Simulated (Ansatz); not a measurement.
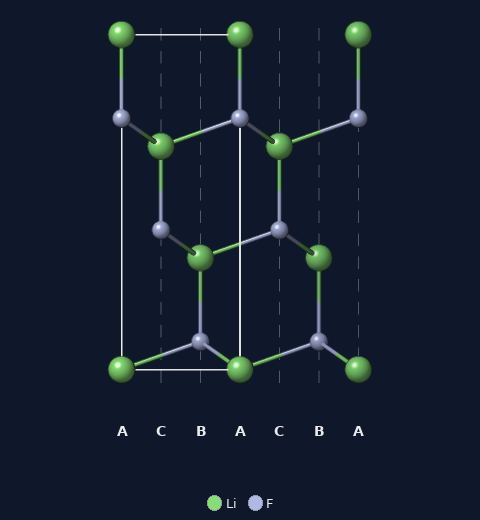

Projection along an edge of the hexagonal mesh, stacking direction [111] upwards. The dashed lines mark the three columns A (0, 0), B (1/3, 2/3) and C (2/3, 1/3). The box is the hexagonal cell of the face-centred cubic lattice. The sequence starts with the first layer at or above the cell's origin.

The compound is LiF (space group F-43m, No. 216), taken as coordinates from a relaxation with DFT, HSE06, plane waves, PAW (Ansatz 0.2.0); the starting structure was generated, so it need not be a known form of this composition.

Give the sequence of layers in one repeat, with element and column.

Li(A) – F(B) – Li(B) – F(C) – Li(C) – F(A) (six layers in 7.47 Å).

How are the F layers alone stacked?

F layers alone: BCA, the cubic close-packed type.

Which positions between or in the F layers do the other atoms fill?

Li: three tetrahedral sites, counted in one hexagonal cell.

What short polytype symbol fits?

Polytype symbol 3C, the symbol of a tetrahedral polytype (number of double layers in the repeat and lattice).
